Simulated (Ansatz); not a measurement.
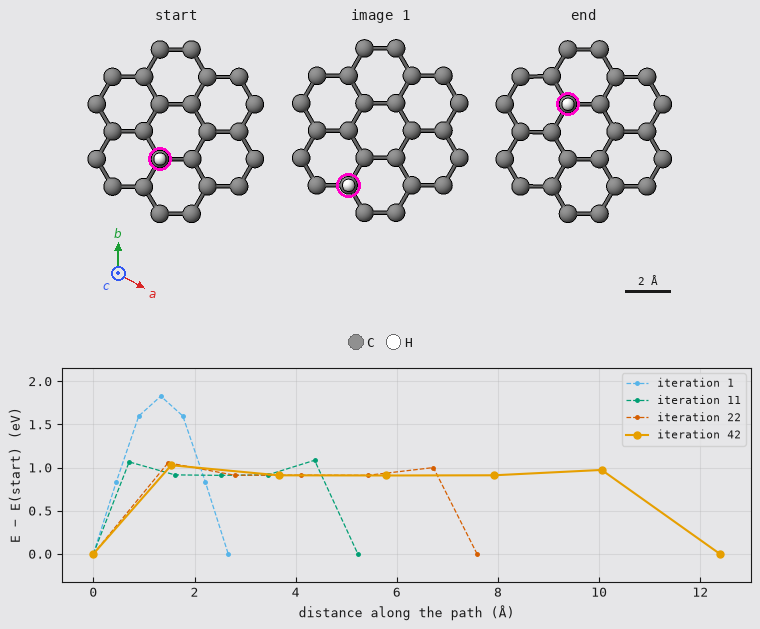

NEB run on H on graphene monolayer (33 atoms in the cell). Images are numbered from 0 (start) to 6 (end). The plot follows the band through its iterations. The picture is a ball-and-stick view of the atoms within 5.4 Å of the middle of the path, seen along the c axis. The moving atom is ringed, with any periodic copies. Bonds to atoms that aren't drawn are left out.

Level of theory: DFT PBEsol, scalar-relativistic, plane waves, PAW in Ansatz. Settings: plane-wave cutoff 420 eV; k-point mesh 2 × 2 × 1; Gaussian smearing 0.05 eV; spin collinear; 5 movable images; climbing image; force threshold 0.03 eV/Å; iteration limit 42; spring constant 1.0 eV/Å²; starting path by image-dependent pair potential.

> Judge this run.

The result isn't final. The band hadn't converged when the run stopped after 42 iterations. The barrier read from it is provisional, though the highest image hardly moved in the last two iterations. The first iteration put the highest image at 1.83 eV. The barrier is about 1.03 eV in both directions, with image 1 at the top; the ends have the same energy.
